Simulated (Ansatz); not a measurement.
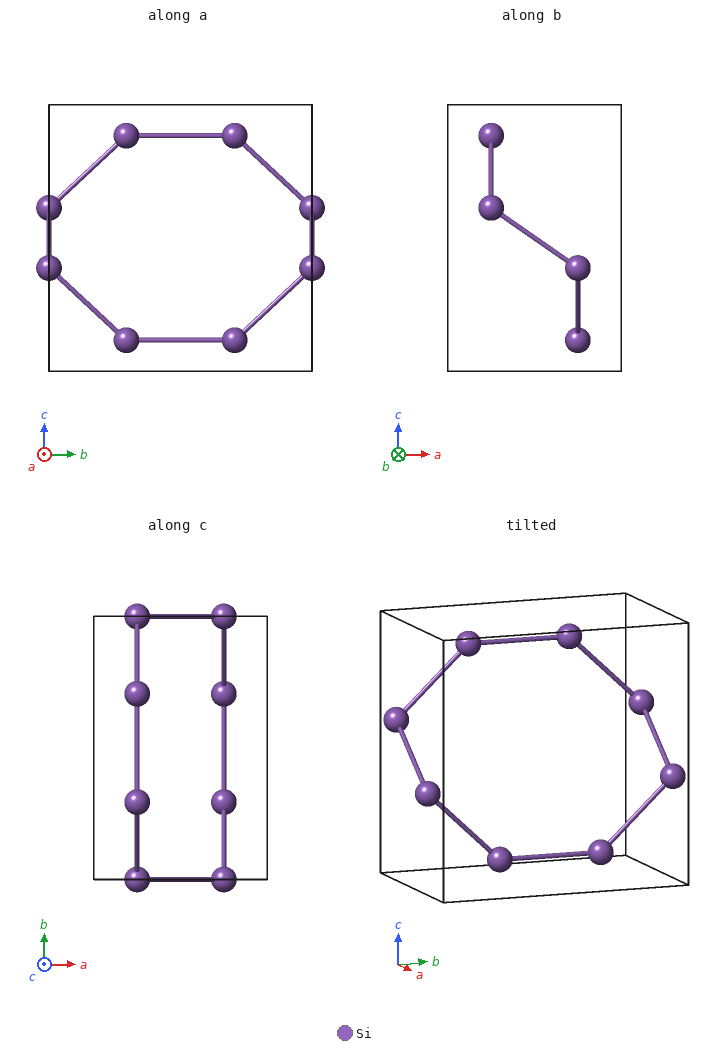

A ball-and-stick rendering, viewed along the a axis, along the b axis, along the c axis and slightly off an axis. The edges of the conventional unit cell are marked.

Lattice parameters: a = 3.864 Å, b = 5.864 Å, c = 5.946 Å, α = 90.00°, β = 90.00°, γ = 90.00°. Put a along x and b in the xy plane.

### Record the structure as a POSCAR file, with free fractional coordinates to two decimals.

```
Si
1.0
     3.864    0.000    0.000
     0.000    5.864    0.000
     0.000    0.000    5.946
Si
6
Direct
  0.75 0.29 0.12
  0.25 0.71 0.88
  0.25 0.29 0.88
  0.75 0.71 0.12
  0.25 0.00 0.61
  0.75 0.00 0.39
```

It derives from a structure type filled with this element by a generator (whether the element takes this form wasn't checked). The picture shows the end point of a geometry optimisation with Ansatz 0.2.0, DFT PBE, scalar-relativistic, plane waves, PAW.
